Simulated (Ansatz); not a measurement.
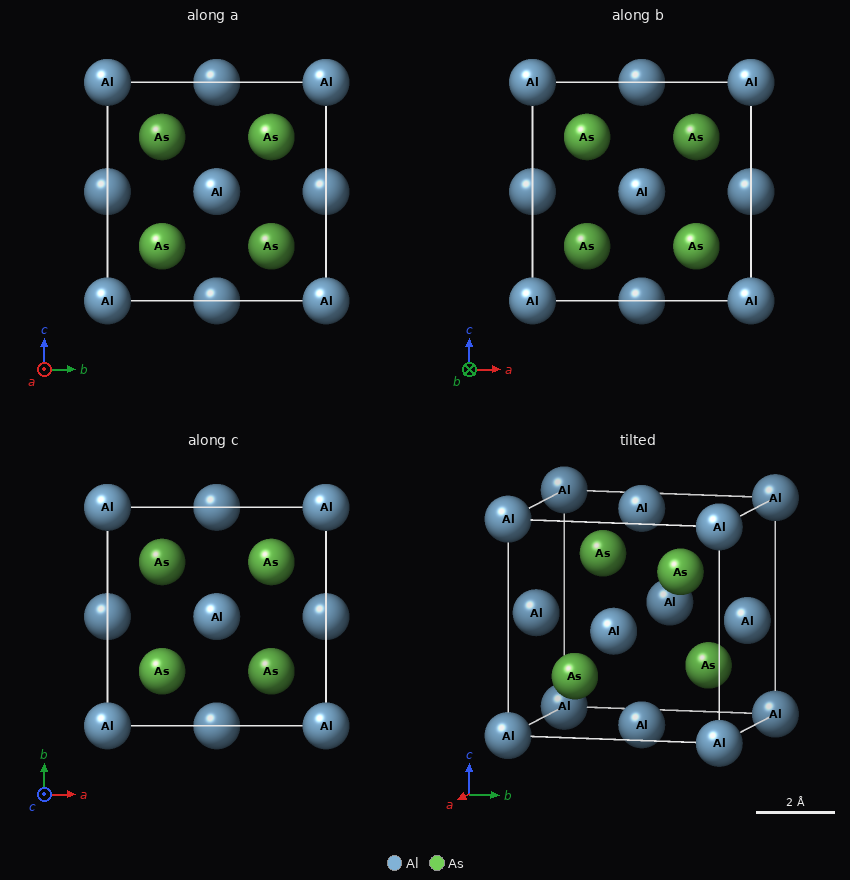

A spheres-only rendering, viewed along the a axis, along the b axis, along the c axis and slightly off an axis. The edges of the conventional unit cell are marked.

Lattice parameters: a = 5.631 Å, b = 5.631 Å, c = 5.631 Å, α = 90.00°, β = 90.00°, γ = 90.00°. Put a along x and b in the xy plane.

Q: Write down what is shown as a POSCAR file.

A:
```
Al As
1.0
     5.631    0.000    0.000
     0.000    5.631    0.000
     0.000    0.000    5.631
Al As
4 4
Direct
  0.0000 0.0000 0.0000
  0.0000 0.5000 0.5000
  0.5000 0.0000 0.5000
  0.5000 0.5000 0.0000
  0.2500 0.2500 0.7500
  0.2500 0.7500 0.2500
  0.7500 0.2500 0.2500
  0.7500 0.7500 0.7500
```

Provenance: a structure type filled with these elements by a generator (whether the compound takes this form wasn't checked). Earlier steps of the study may have refined or changed the cell and positions. It was run through Ansatz as a DFT input.
